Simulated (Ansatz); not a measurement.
Run report: Ge₃Si, band-structure calculation

System: Ge₃Si (P-4m2, 4 atoms in the cell).
Method: DFT r2SCAN, scalar-relativistic, plane waves, PAW, no spin polarisation (Ansatz 0.2.0).

The structure was made by a generator, so it may or may not be a known phase.

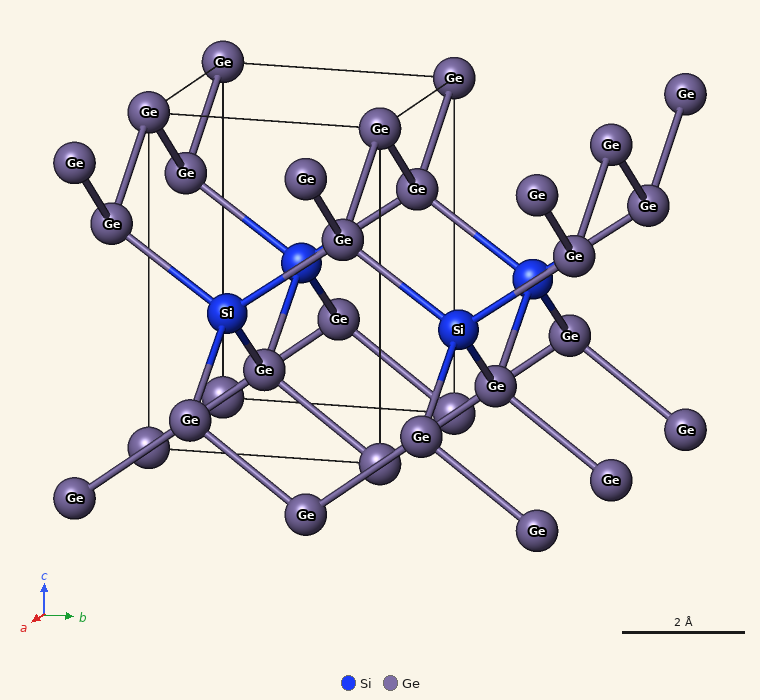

Figure 1. The structure (ball-and-stick view of the cell of the calculation, repeated 2 × 2 × 1, seen slightly off an axis). An atom can appear more than once, as a periodic image. Near neighbours in the periodic cell (some may lie outside the picture): Si has 4 Ge at 2.44 Å; Ge has 4 Ge at 2.48 Å; Ge has 2 Ge at 2.48 Å and 2 Si at 2.44 Å.

### Key numbers

| quantity | value |
| --- | --- |
| outcome | converged |
| space group (tolerance 0.01 Å) | P-4m2 (115) |
| electrons treated | 46 |
| free energy | −13547.7221 eV |
| Fermi energy | 7.606 eV |
| gap on the k-point mesh | 0.43 eV |
| gap on the band path | 0.43 eV |
| pressure | −2.60 GPa |
| largest force (length of the vector) | 0.065 eV/Å |
| hardware | 1 thread of Intel Xeon @ 2.50GHz (Skylake/Cascade Lake), 189 GiB of memory available, shared host |
| wall time | 5.6 min |
| peak memory | 0.74 GiB |

### The input
```yaml
crystal:
  lattice:
    - [4.0126314324, 0.0, 0.0]
    - [0.0, 4.0126314324, 0.0]
    - [0.0, 0.0, 5.6797824734]
  atoms:
    - { symbol: Si, position: [0.5, 0.5, 0.5] }
    - { symbol: Ge, position: [0.0, 0.0, 0.0] }
    - { symbol: Ge, position: [0.5, 0.0, 0.743543941] }
    - { symbol: Ge, position: [0.0, 0.5, 0.256456059] }
basis:
  ecutwfc: 500
kpoints:
  mp_grid: { grid: [10, 10, 6] }
  band_path:
    path:
      - [[0.0, 0.0, 0.0], [0.0, 0.5, 0.0], [0.5, 0.5, 0.0], [0.0, 0.0, 0.0], [0.0, 0.0, 0.5], [0.0, 0.5, 0.5], [0.5, 0.5, 0.5], [0.0, 0.0, 0.5]]
      - [[0.0, 0.5, 0.0], [0.0, 0.5, 0.5]]
      - [[0.5, 0.5, 0.0], [0.5, 0.5, 0.5]]
    npoints: 14
hamiltonian:
  xc: r2scan
scf:
  occupations: { method: gaussian, width: 0.01 }
  n_extra_bands: 10
output:
  forces: true
  stress: true
  eigenvalues: true
  populations: true
  dos: { projected: true, de: 0.02, nscf_kmesh: { grid: [12, 12, 8] } }
  bader: true
  write_density: true
  write_potential: true
  elf: true
  volumetric_format: npy
```

Launched with:
```bash
ansatz run input.yaml --threads 1 --pin off --max-ram 2560MiB --backend cpu --events-out ev --progress --plain --runs-dir out
```

### What the program printed
```
scf.n_extra_bands = 10 over 23 filled bands (N_el = 46.0): the run solves 33 bands
Engine: ansatz 0.2.0, x86_64-unknown-linux-gnu
Pseudopotentials: kind: paw
Pseudopotential: Si, paw, valence charge 4, recommended cutoff 500 eV (meta_gga), Si.paw.azcp
Pseudopotential: Ge, paw, valence charge 14, recommended cutoff 500 eV (meta_gga), Ge.paw.azcp
Functional definition: r2SCAN
  parameter k0 = 0.174
  parameter k1 = 0.065
  parameter a1 = 4.9479
  exchange = r2scan_x(k0 = k0, k1 = k1, a1 = a1)
  correlation = r2scan_c
Crystal: 4 atoms, lattice volume = 91.451 Å³
Basis set: ecut = 500 eV, 2373 PW (Γ), exchange–correlation on 120×120×180 points (64 copies of the dense FFT grid, shifted against one another)
Bands: 33, of which v1, the nominal top of the filled ones, is band 23 counted from 1 (22 counted from 0)
Symmetry: 8 space group operations
Space group: P-4m2 (ITA 115), of the structure as read, at distance tolerance 4.5e-5 Å
k-points: 84 of 600 (time reversal used)
Non-local potential: Si, projectors of the file, l = 0: 2, l = 1: 2, l = 2: 2
Non-local potential: Ge, projectors of the file, l = 0: 2, l = 1: 2, l = 2: 3, l = 3: 1
PAW form: soft (Blöchl's): semilocal exchange-correlation on the pseudo side does not see the compensation charge
PAW frozen core: Si, regenerated for the run's functional (the file was generated under x = pbe(κ = 0.804, μ = 0.2195149727645171), c = pbe(β = 0.06672455060314922))
PAW frozen core: Ge, regenerated for the run's functional (the file was generated under x = pbe(κ = 0.804, μ = 0.2195149727645171), c = pbe(β = 0.06672455060314922))
PAW one-centre angular grid: Si, 302 points (default); XC on 160 Gauss nodes
PAW one-centre angular grid: Ge, 590 points (default); XC on 160 Gauss nodes
Initial density: superposition of atomic densities (neutral atoms: chi_scale 0, normalization atom), corrected by the library's trained network
Initial wavefunctions: pseudopotential atomic-orbital guess
Functional: x = r2scan, c = r2scan; τ floored in thin density (d = 2e-4 eV/Å³)
SCF iter   1: F=—  HF=-13547.709691 eV  |F-HF|=—  |Δ(HF+E_count)|=         —  Δρ=6.03e-3  dr2=2.47e-2  dr2_τ=1.04e-2  ethr=1.77e-3  ⟨swp⟩=6.3  Hψ=12609  notcnv=0  defer=3
preconditioner: auto → Resta (q_TF=auto, 2.433 Å⁻¹)  ε∞=2.2  [insulator: Δε(μ)=0.388 eV  Ē_g=23.862 eV  σ=0.010 eV  W_gap=1.00  n_scr=20 (ndim 8)  ℏωp=26.3 eV  f_vac=0.039  D(μ)=0.00/eV (n_scr^D=0)  ε∞_Penn≈2.2]
SCF iter   2: F=—  HF=-13547.722408 eV  |F-HF|=—  |Δ(HF+E_count)|=   1.27e-2  Δρ=1.61e-3  dr2=1.78e-3  dr2_τ=5.31e-5  ethr=5.36e-5  ⟨swp⟩=2.9  Hψ=6277  notcnv=0  defer=294
SCF iter   3: F=—  HF=-13547.722082 eV  |F-HF|=—  |Δ(HF+E_count)|=   3.26e-4  Δρ=1.11e-3  dr2=6.13e-4  dr2_τ=6.22e-6  ethr=3.86e-6  ⟨swp⟩=2.0  Hψ=4955  notcnv=0  defer=294
SCF iter   4: F=—  HF=-13547.722053 eV  |F-HF|=—  |Δ(HF+E_count)|=   2.92e-5  Δρ=1.52e-4  dr2=2.24e-5  dr2_τ=2.06e-7  ethr=1.33e-6  ⟨swp⟩=2.1  Hψ=3341  notcnv=0  defer=294
SCF iter   5: F=—  HF=-13547.722051 eV  |F-HF|=—  |Δ(HF+E_count)|=   1.92e-6  Δρ=2.54e-5  dr2=5.04e-7  dr2_τ=1.30e-8  ethr=4.87e-8  ⟨swp⟩=2.0  Hψ=3118  notcnv=0  defer=294
SCF iter   6: F=-13547.722051 eV  HF=-13547.722051 eV  |F-HF|=1.88e-8  |Δ(HF+E_count)|=   3.11e-7  Δρ=7.38e-6  dr2=5.09e-8  dr2_τ=7.14e-10  ethr=2.17e-10  ⟨swp⟩=13.6  Hψ=21831  notcnv=0
SCF 1 converged in 6 iterations: F = -13547.722051 eV  dr2 = 5.09e-8
  greatest PAW one-centre occupation: 0.998 electrons in one spin orbital (limit 2), on the Ge atom at site 1 (counted from 0), in its partial waves of l = 2
NSCF: frozen V_eff on 129 k-points
NSCF: frozen V_eff on 140 k-points
SCF converged after 6 iterations
Free energy (F): -13547.722051 eV
Harris-Foulkes:  -13547.722051 eV  (|F-HF|=1.88e-8)
Internal energy: -13547.722051 eV  (E = F + TS)
E sigma→0 (E₀):  -13547.722051 eV
Fermi energy:    7.606136 eV
--- Per-component energies (eV) ---
  E_band       = -502.184660
  E_kinetic    = 371.264008
  E_local      = -7905.369398  (includes V_loc(G=0)·N_el)
  E_nonlocal   = 1284.447969
  E_hartree    = 3482.873316
  E_xc         = -257.792346
  E_vxc        = -252.081512  (∫ρ·V_xc dr)
  E_paw        = -6621.842687  (= ΣΔE_a)
  E_vpaw       = -979.553281  (= ΣTr[D̂ρ^β])
  E_aug_tail   = 0.000052  (compensation charges beyond the density's cutoff)
  E_vtau       = 13.351450  (kinetic-family band-sum trace: ∫τ·v_τ [+ j·A + Jᵃ·Aᵃ] dr)
  E_ewald      = -3897.969236
  E_core_change = -3.333730  (= ΣΔE_core)
  E_smearing   = -0.000000  (= −TS)
  E_closure    = -0.000000  (closes the sum)
  Σ components = -13547.722051   (vs F -13547.722051, Δ=0.00e0)
--- Forces (eV/Å), atoms counted from 1 ---
  atom   1  Si    -0.00000000     0.00000000     0.00000000
  atom   2  Ge    -0.00000000     0.00000000     0.00000000
  atom   3  Ge     0.00000000     0.00000000     0.06464637
  atom   4  Ge     0.00000000     0.00000000    -0.06464637
  max |Σ_I F_I| component: 6.94e-17 eV/Å
--- Stress (GPa, compression-positive) ---
       -2.565011       0.000000      -0.000000
        0.000000      -2.565011       0.000000
       -0.000000       0.000000      -2.659203
  P = ⅓ Tr σ = -2.5964 GPa (-25.964 kbar)
--- Band table (eV; the first three rows and the last of 84) ---
  k-point 0: bands = ["-17.8592", "-17.8592", "-17.8136", "-17.7969", "-17.7666", "-17.6888", "-17.6884", "-17.6884", "-17.6865", "-17.6652", "-17.6114", "-17.6075", "-17.5994", "-17.5655", "-17.5655", "-5.4475", "-1.6401", "-1.2284", "4.3241", "4.3241", "7.3319", "7.3932", "7.3932", "8.1907", "8.3484", "8.5618", "10.0789", "10.0789", "10.1497", "14.7057", "16.5123", "16.7002", "17.2502"]
  k-point 1: bands = ["-17.8592", "-17.8592", "-17.8137", "-17.7969", "-17.7663", "-17.6895", "-17.6879", "-17.6879", "-17.6857", "-17.6659", "-17.6110", "-17.6076", "-17.5993", "-17.5659", "-17.5659", "-5.3315", "-2.6243", "-0.0939", "4.4407", "4.4407", "6.0876", "6.9383", "6.9383", "8.1729", "8.8924", "9.5038", "9.8797", "10.6843", "10.6843", "15.2503", "15.6456", "16.4160", "16.4160"]
  k-point 2: bands = ["-17.8593", "-17.8593", "-17.8139", "-17.7967", "-17.7658", "-17.6897", "-17.6870", "-17.6870", "-17.6853", "-17.6671", "-17.6102", "-17.6075", "-17.5992", "-17.5667", "-17.5667", "-4.9869", "-3.6069", "1.3296", "4.4972", "4.7823", "4.7823", "6.1350", "6.1350", "8.2617", "9.1935", "9.7531", "10.6567", "11.9326", "11.9326", "14.4911", "14.9478", "14.9478", "16.4619"]
  k-point 83: bands = ["-17.8705", "-17.8350", "-17.8350", "-17.7656", "-17.7352", "-17.6938", "-17.6760", "-17.6747", "-17.6747", "-17.6653", "-17.6653", "-17.6321", "-17.5835", "-17.5835", "-17.5521", "-1.5490", "-1.5490", "-1.4221", "-0.7719", "3.4721", "3.5154", "3.5353", "3.5353", "11.9139", "11.9139", "12.0884", "12.1516", "12.3358", "12.3358", "12.3789", "12.5452", "17.6615", "18.7810"]
--- Löwdin populations: 4 sites ---
  site symbol       q [e]
     0     Si      3.8770
     1     Ge     13.9736
     2     Ge     14.0235
     3     Ge     14.0235
  spilling = 0.002225 (of n_electrons = 46.000000)
--- Bader charges: 4 sites ---
  site symbol  charge [e]  shift [e]
     0     Si      0.2822     0.0030
     1     Ge      0.0001     0.0001
     2     Ge     -0.1412     0.0016
     3     Ge     -0.1412     0.0016
  estimated error of the sums over rays = 2.0e-4 e
```

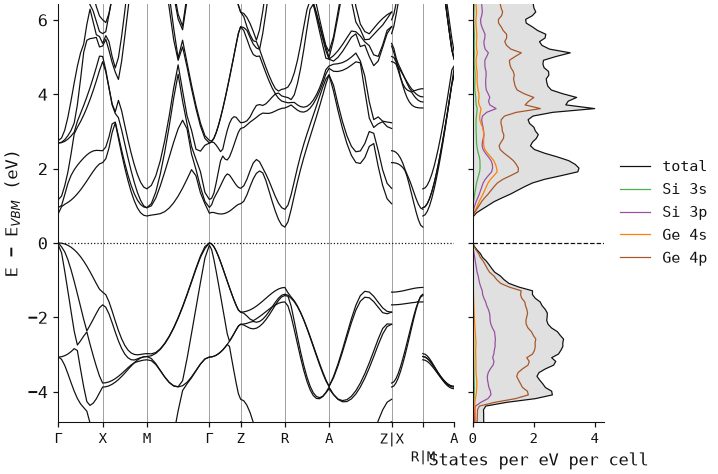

Figure 2. Band structure along Γ–X–M–Γ–Z–R–A–Z|X–R|M–A and density of states (projected on Löwdin-orthogonalised atomic shells), with energies from the valence-band top. There is a gap of 0.43 eV on this path, indirect, from Γ to R.

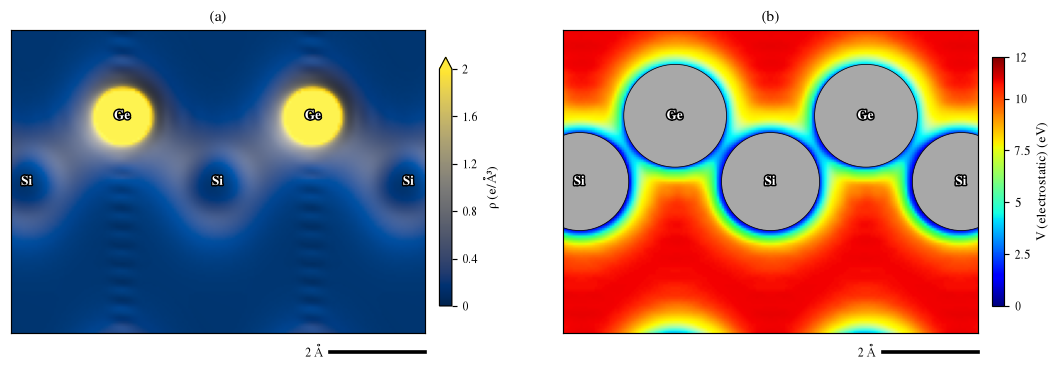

Figure 3. (a) valence pseudo-density; (b) electrostatic potential (local pseudopotential plus Hartree) felt by an electron on the (100) plane of the conventional cell. Grey discs, where drawn, cover atomic cores. The section cuts through Si and Ge sites. Si–Ge (2.44 Å): the density is about 0.53 e/Å³ at the midpoint. The density dies away to nearly zero in the voids. Outside the cores the potential energy rises away from the atoms and is highest about 2.5 Å from the nearest atoms; outside the discs it spans about 10 eV, and its zero is arbitrary. Core electrons are frozen (PAW), so the fields are smoothed inside the atomic spheres.

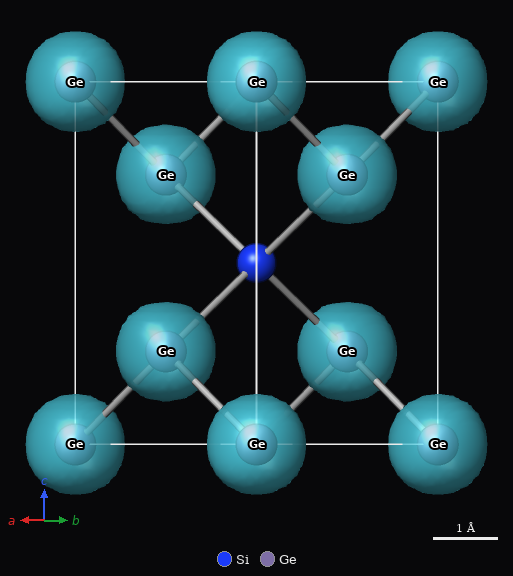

Figure 4. Isosurface of the valence charge density (pseudo) at 0.8 e/Å³ (cyan), seen along [110]. Sticks mark near contacts. The outline is the cell set on symmetry axes. At this value the density breaks into separate islands; it holds about 65 % of the electrons treated as valence (semicore included). It is pinched off along the Si–Ge (2.44 Å) and Ge–Ge (2.48 Å) contacts. On the grid the lowest density along these lines, outside the cores, is 0.51 e/Å³ (Si–Ge, 2.44 Å) and 0.5 e/Å³ (Ge–Ge, 2.48 Å).

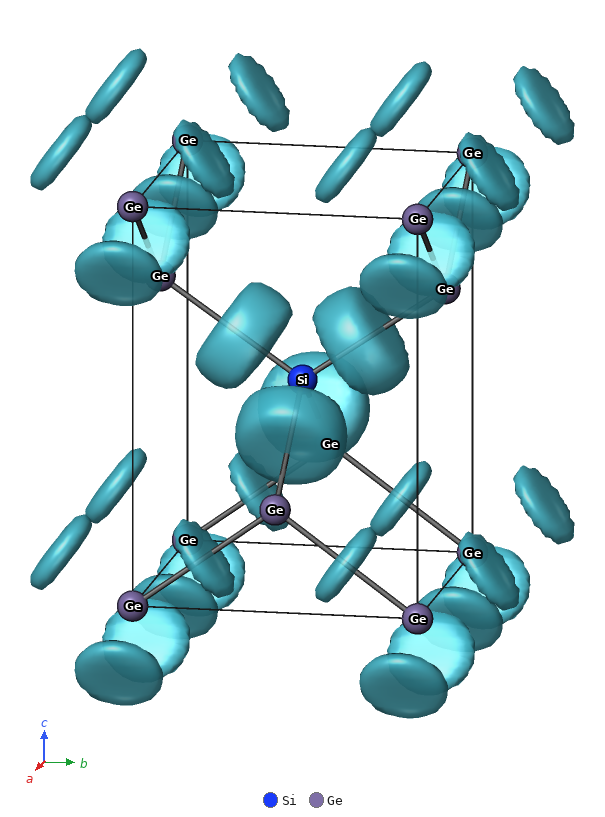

Figure 5. Isosurface of the ELF at 0.7 (cyan), seen slightly off an axis. Only the valence region is drawn (cores and ρ < 0.01 e/Å³ removed). Sticks mark near contacts. The outline is the cell set on symmetry axes. The ELF exceeds this value in four regions between bonded Ge–Ge atoms (shared pairs) and four regions between bonded Ge–Si atoms (shared pairs), counted in one cell of 4 atoms. Ge–Ge (2.48 Å): the ELF peaks at about 0.80 between the atoms (localised, shared-pair bonding).
